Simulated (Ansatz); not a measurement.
AlP

The calculation's input:

```
crystal:
  lattice:
    - [0.0, 2.7901255226, 2.7901255226]
    - [2.7901255226, 0.0, 2.7901255226]
    - [2.7901255226, 2.7901255226, 0.0]
  atoms:
    - { symbol: Al, position: [0.0, 0.0, 0.0] }
    - { symbol: P, position: [0.75, 0.75, 0.75] }
basis:
  ecutwfc: 420
  ecutrho_ratio: 4
kpoints:
  mp_grid: { grid: [10, 10, 10] }
hamiltonian:
  xc: pbe
scf:
  occupations: { method: gaussian, width: 0.05 }
output:
  forces: true
  stress: true
  eigenvalues: true
  write_density: true
  write_potential: true
  elf: true
  volumetric_format: npy
```

Command:

```sh
ansatz run input.yaml --threads 2 --pin off --max-ram 2662MiB --backend cpu --events-out ev --progress --plain --runs-dir out
```

Below, planes, directions and counts refer to the conventional cell (a = 5.58 Å, b = 5.58 Å, c = 5.58 Å, α = 90.00°, β = 90.00°, γ = 90.00°).

Space group F-43m; started from the AlP prototype; changed on purpose from its base cell (volume × 1.040); computed pressure about −3 GPa in this cell.

All numbers below come from DFT PBE, scalar-relativistic, plane waves, PAW in Ansatz.

Core electrons are frozen (PAW), and the valence fields are smoothed inside the atomic spheres.

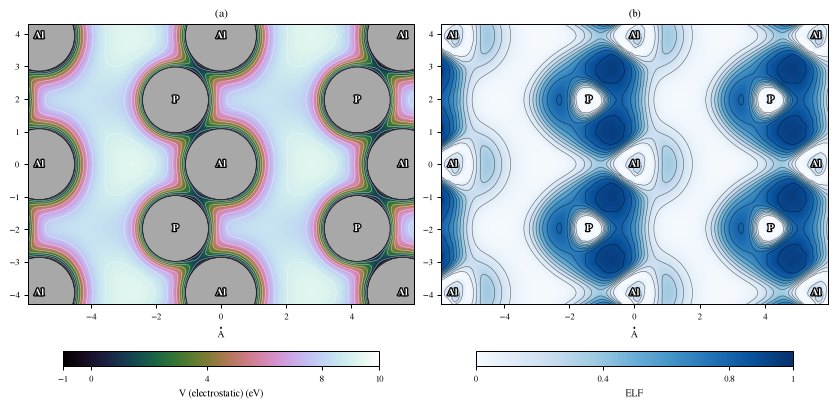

Figure 1. (a) electrostatic potential energy of an electron; (b) ELF on the (110) plane of the conventional cell. Grey discs cover the atomic cores in the potential map.

**What does the map show?**

The section cuts through Al and P sites.
Al–P (2.42 Å): the ELF peaks at about 0.95 between the atoms; a covalent bond.
Outside the cores the potential energy rises away from the atoms and is highest about 2.4 Å from the nearest atoms; its zero is arbitrary.

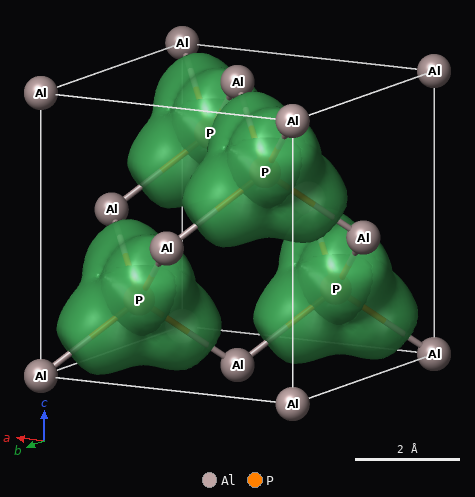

Figure 2. Isosurface of the ELF at 0.7 (green), seen at an oblique angle. Core shells and regions of very low density are left out. Sticks mark near contacts.

**Where are the electrons localised?**

The surface consists of four regions on P in which the atom's valence shell and bonds are merged, counted in one cell of 8 atoms. Any copies at cell faces, edges or corners count once.

**Does the calculation make it a metal, or give it a gap?**

It is gapped, with a Kohn–Sham gap of 1.7 eV on the k-point mesh (the band edges may lie off the mesh, which would make the gap smaller).
